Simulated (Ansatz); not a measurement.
## Electronic structure of SiC in real space

Input file:

```
crystal:
  lattice:
    - [1.3667449257, -3.2216906488, 0.0]
    - [1.3667449257, 3.2216906488, 0.0]
    - [0.0, 0.0, 2.7285837716]
  atoms:
    - { symbol: Si, position: [0.5, 0.5, 0.0] }
    - { symbol: C, position: [0.0, 0.0, 0.5] }
basis:
  ecutwfc: 420
kpoints:
  mp_grid: { grid: [22, 22, 20] }
hamiltonian:
  xc: pbe
scf:
  occupations: { method: gaussian, width: 0.1 }
output:
  forces: true
  stress: true
  eigenvalues: true
  write_density: true
  write_potential: true
  elf: true
  volumetric_format: npy
relax:
  adjacent_minimum: "off"
  f_tol: 0.01
  max_steps: 80
  cell: { stress_tol: 0.05 }
```

Run with:

```sh
ansatz run input.yaml --threads 1 --pin off --max-ram 2560MiB --backend cpu --events-out ev --progress --plain --runs-dir out
```

Below, planes, directions and counts refer to the conventional cell (a = 2.72 Å, b = 6.89 Å, c = 2.72 Å, α = 90.00°, β = 90.00°, γ = 90.00°).

The fields are those of the run's last geometry, not of the input's.

Space group Cmmm; a structure generated by program, which may or may not match a known phase.

These are results of DFT PBE, scalar-relativistic, plane waves, PAW (Ansatz), not measurements.

In a PAW calculation such maps are meaningful between the atoms, not at the nuclei.

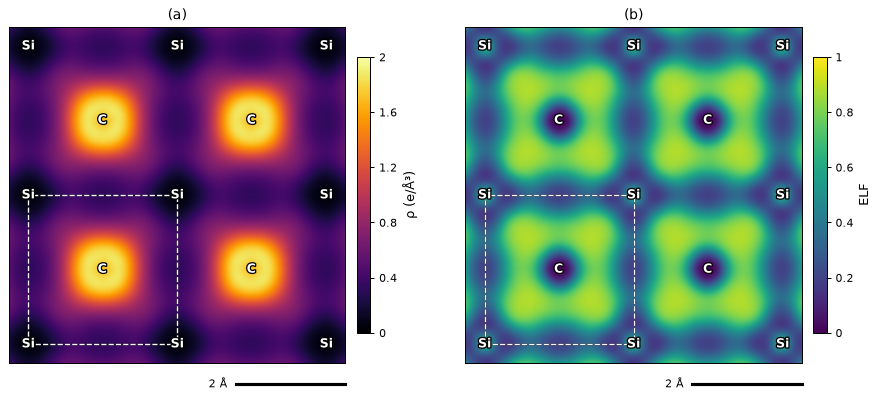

Figure 1. (a) valence charge density (pseudo); (b) ELF on the (010) plane of the conventional cell.

Question: Describe what can be read from this map.

Answer:
- Atoms in the plane: Si and C.
- Si–C (1.92 Å): ρ at the midpoint is about 0.79 e/Å³; the ELF peaks at about 0.90 between the atoms.
- Between the atoms the lowest density in this plane is 0.32 e/Å³.

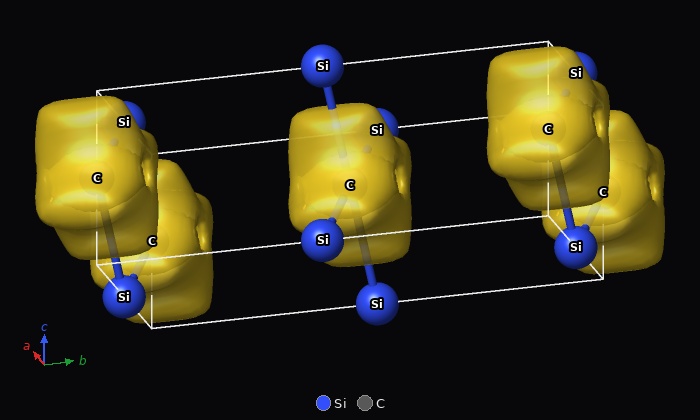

Figure 2. Isosurface of the ELF at 0.7 (yellow), seen at an oblique angle. Only the valence region is drawn (cores and ρ < 0.01 e/Å³ removed). Sticks mark near contacts.

Question: Where are the electrons localised?

Answer: The ELF exceeds this value in two regions on C in which the atom's valence shell and bonds are merged, counted in one cell of 4 atoms. Any copies at cell faces, edges or corners count once.

Question: Does the calculation make it a metal, or give it a gap?

Answer: It is gapless in this calculation (a metal or semimetal).
